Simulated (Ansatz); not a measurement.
Cd

```yaml
crystal:
  lattice:
    - [2.22141, 0.00000, 2.22141]
    - [0.00000, 2.22141, -2.22141]
    - [-4.57591, 4.57591, 4.57591]
  atoms:
    - { symbol: Cd, position: [0.00000, 0.00000, 0.00000] }
    - { symbol: Cd, position: [0.66667, 0.33333, 0.33333] }
    - { symbol: Cd, position: [0.33333, 0.66667, 0.66667] }
```

Space group R-3m; a structure from a database of computed crystals, not necessarily the ambient phase; changed on purpose from its base cell (strained and moved within a subgroup); computed pressure about −4 GPa in this cell.

Method: DFT PBEsol, scalar-relativistic, plane waves, PAW (Ansatz 0.2.0).

**What will maps of the valence pseudo-density and electron localisation function show?**

Cd–Cd (3.14 Å): ρ is about 0.15 e/Å³ halfway; the ELF is about 0.20 at the midpoint: no shared electron pair shows on this line.
Cd–Cd (3.20 Å): ρ at the midpoint is about 0.14 e/Å³; the ELF is about 0.20 at the midpoint (no shared electron pair shows on this line).

**Metal or insulator at this level of theory?**

It is metallic or semimetallic at this level of theory: no gap opens.

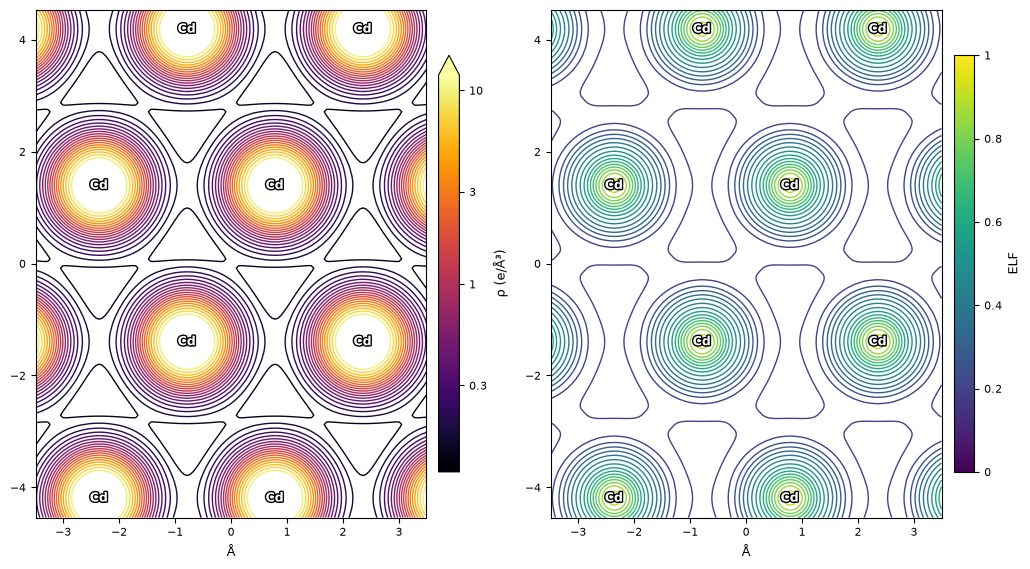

Computed valence pseudo-density and electron localisation function on the (101) plane of the conventional cell, in this order. 

Core electrons are frozen (PAW), and the valence fields are smoothed inside the atomic spheres.
